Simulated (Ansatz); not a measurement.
Input

```
crystal:
  lattice:
    - [7.4525134183, 1.8075, 0.0]
    - [0.0, 3.615, 0.0]
    - [0.0, 0.0, 27.5898774098]
  atoms:
    - { symbol: Cu, position: [0.0, 0.0, 0.2537162415] }
    - { symbol: Cu, position: [0.7647058824, 0.6176470588, 0.2696055162] }
    - { symbol: Cu, position: [0.5294117647, 0.2352941176, 0.285494791] }
    - { symbol: Cu, position: [0.2941176471, 0.8529411765, 0.3013840657] }
    - { symbol: Cu, position: [0.0588235294, 0.4705882353, 0.3172733405] }
    - { symbol: Cu, position: [0.8235294118, 0.0882352941, 0.3331626152] }
    - { symbol: Cu, position: [0.5882352941, 0.7058823529, 0.34905189] }
    - { symbol: Cu, position: [0.3529411765, 0.3235294118, 0.3649411647] }
    - { symbol: Cu, position: [0.1176470588, 0.9411764706, 0.3808304394] }
    - { symbol: Cu, position: [0.8823529412, 0.5588235294, 0.3967197142] }
    - { symbol: Cu, position: [0.6470588235, 0.1764705882, 0.4126089889] }
    - { symbol: Cu, position: [0.4117647059, 0.7941176471, 0.4284982637] }
    - { symbol: Cu, position: [0.1764705882, 0.4117647059, 0.4443875384] }
    - { symbol: Cu, position: [0.9411764706, 0.0294117647, 0.4602768131] }
    - { symbol: Cu, position: [0.7058823529, 0.6470588235, 0.4761660879] }
    - { symbol: Cu, position: [0.4705882353, 0.2647058824, 0.4920553626] }
    - { symbol: Cu, position: [0.2352941176, 0.8823529412, 0.5079446374] }
    - { symbol: Cu, position: [0.0, 0.5, 0.5238339121] }
    - { symbol: Cu, position: [0.7647058824, 0.1176470588, 0.5397231869] }
    - { symbol: Cu, position: [0.5294117647, 0.7352941176, 0.5556124616] }
    - { symbol: Cu, position: [0.2941176471, 0.3529411765, 0.5715017363] }
    - { symbol: Cu, position: [0.0588235294, 0.9705882353, 0.5873910111] }
    - { symbol: Cu, position: [0.8235294118, 0.5882352941, 0.6032802858] }
    - { symbol: Cu, position: [0.5882352941, 0.2058823529, 0.6191695606] }
    - { symbol: Cu, position: [0.3529411765, 0.8235294118, 0.6350588353] }
    - { symbol: Cu, position: [0.1176470588, 0.4411764706, 0.65094811] }
    - { symbol: Cu, position: [0.8823529412, 0.0588235294, 0.6668373848] }
    - { symbol: Cu, position: [0.6470588235, 0.6764705882, 0.6827266595] }
    - { symbol: Cu, position: [0.4117647059, 0.2941176471, 0.6986159343] }
    - { symbol: Cu, position: [0.1764705882, 0.9117647059, 0.714505209] }
    - { symbol: Cu, position: [0.9411764706, 0.5294117647, 0.7303944838] }
    - { symbol: Cu, position: [0.7058823529, 0.1470588235, 0.7462837585] }
scf:
  occupations: { method: gaussian, width: 0.1 }
output:
  forces: true
  stress: false
  write_density: true
  write_potential: true
  elf: true
  volumetric_format: npy
kpoints:
  mp_grid: { grid: [12, 12, 1] }
hamiltonian:
  xc: pbe
```

Command:

```sh
ansatz run input.yaml --threads 16 --pin off --max-ram 32768MiB --backend cpu --events-out ev --progress --plain --runs-dir out
```

Not relaxed (largest force 0.5 eV/Å); computed without spin polarisation.

The calculation used DFT PBE, scalar-relativistic, plane waves, PAW (Ansatz).

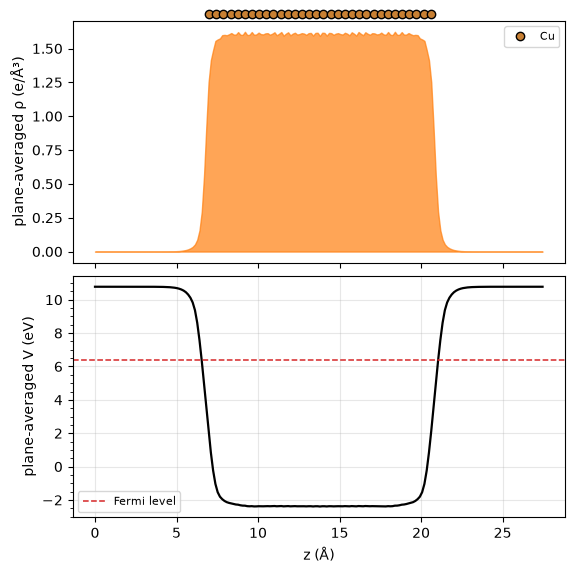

Cu (slab). Plane average of the electrostatic potential energy of an electron and of the valence pseudo-density across the slab. Circles mark the heights of the atoms.

Core electrons are frozen (PAW), and the valence fields are smoothed inside the atomic spheres.

Q: What is the work function?

A: The potential is flat in the vacuum, 4.38 eV above the Fermi level; this is the work function, the same on both faces.

Q: How thick is the slab, and how wide the vacuum?

A: The outermost nuclei are 13.6 Å apart, in 1 atomic plane; the vacuum between periodic images is 14.0 Å wide.
